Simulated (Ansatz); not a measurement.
Consider SnSe.

Input file:

```
crystal:
  lattice:
    - [3.5097523932, 0.0, 0.0]
    - [0.0, 3.5097523932, 0.0]
    - [0.0, 0.0, 3.5097523932]
  atoms:
    - { symbol: Sn, position: [0.5, 0.5, 0.5] }
    - { symbol: Se, position: [0.0, 0.0, 0.0] }
basis:
  ecutwfc: 500
kpoints:
  mp_grid: { grid: [12, 12, 12] }
hamiltonian:
  xc: r2scan
scf:
  occupations: { method: gaussian, width: 0.1 }
output:
  forces: true
  stress: true
  eigenvalues: true
  write_density: true
  write_potential: true
  elf: true
  volumetric_format: npy
```

Launched as:

```sh
ansatz run input.yaml --threads 1 --pin off --max-ram 2560MiB --backend cpu --events-out ev --progress --plain --runs-dir out
```

Below, planes, directions and counts refer to the conventional cell (a = 3.51 Å, b = 3.51 Å, c = 3.51 Å, α = 90.00°, β = 90.00°, γ = 90.00°).

Space group Pm-3m; changed on purpose from its base cell (volume × 0.88); computed pressure about 9 GPa in this cell.

These are results of DFT r2SCAN, scalar-relativistic, plane waves, PAW in Ansatz 0.2.0, not measurements.

### Predict the valence pseudo-density and electron localisation function between the atoms.

Sn–Se (3.04 Å): the density is about 0.22 e/Å³ at the midpoint; the ELF is about 0.35 at the midpoint.

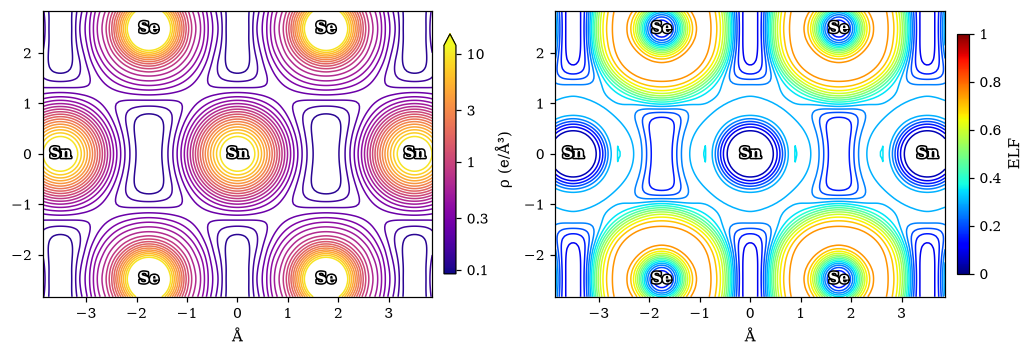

Computed valence pseudo-density and electron localisation function on the (011̄) plane of the conventional cell, in this order. 

In a PAW calculation such maps are meaningful between the atoms, not at the nuclei.
